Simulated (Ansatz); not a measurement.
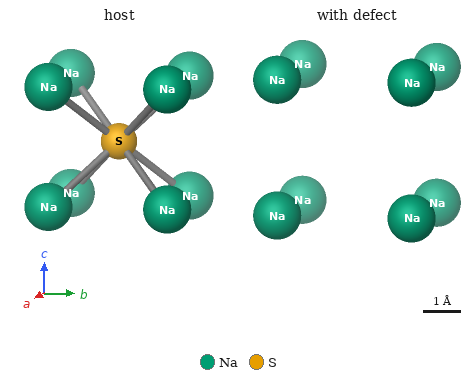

Left: perfect Na2S. Right: the same region with one point defect, after relaxing the atoms in a supercell of 24 sites. Style: ball-and-stick. Shown: the atoms within 3.8 Å of one point, slightly off an axis.

Computed with DFT, PBE, plane-wave PAW, default files, scalar-relativistic (Ansatz). Set-up: plane-wave cutoff 420 eV; k-point mesh 3 × 3 × 3; occupations fermi dirac; smearing width 0.01 eV; no spin polarisation. A uniform background neutralises the charged cell. The axes drawn are those of the host's conventional cell.

> Which defect is it?

A sulfur atom is taken out (a vacancy).

The charge state of the cell is +2.

> What does the relaxation do around it?

Around the empty S site the host had 8 Na at 2.83 Å; after relaxation the nearest atoms are 8 Na at 3.21 Å. Of the host's atoms, a sodium atom moves furthest from its site, by 0.37 Å. Relaxing the atoms from the host's sites lowers the energy by 1.42 eV.

Limits of the set-up: the cell is charged, on a uniform background, and energies carry no finite-size correction.
